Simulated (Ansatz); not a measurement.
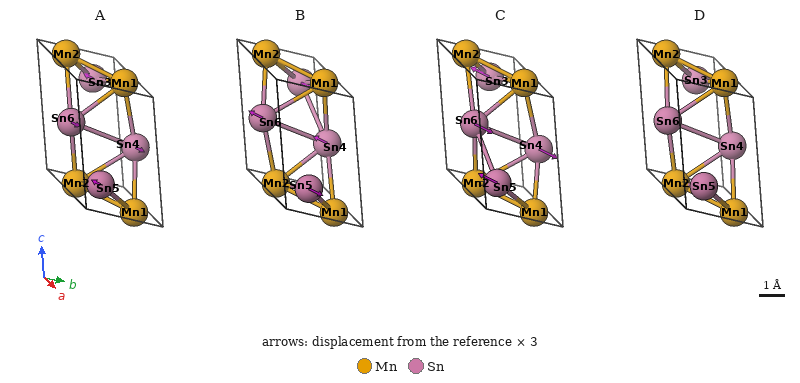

Energy scan for solid MnSn₂ (I4/mcm), in which a normal mode at the zone centre is frozen in with the cell fixed, the amplitude being the largest displacement of an atom. Style: ball-and-stick. Shown: the cell of the calculation, slightly off an axis. Purple arrows: displacements from the reference.

Level of theory: DFT PBEsol, scalar-relativistic, plane waves, PAW (Ansatz 0.2.0). Settings: plane-wave cutoff 420 eV; k-point mesh 12 × 12 × 12; occupations gaussian; smearing width 0.15 eV; collinear spin. Energies (free energies at the smearing named) are counted from the relaxed crystal.

### Order these geometries by energy, lowest first.

Lowest first: D (the amplitude 0.00 Å, 0 meV/cell), A (the amplitude −0.15 Å, 199 meV/cell), B (the amplitude 0.225 Å, 462 meV/cell), C (the amplitude −0.30 Å, 855 meV/cell). Over the whole scan: the harmonic wavenumber of the mode is 100 cm⁻¹, a stable vibration. Of the computed points the lowest is at the amplitude 0.00 Å, 0 meV/cell. The well is symmetric. The distortion takes the space group from I4/mcm to I-42m.
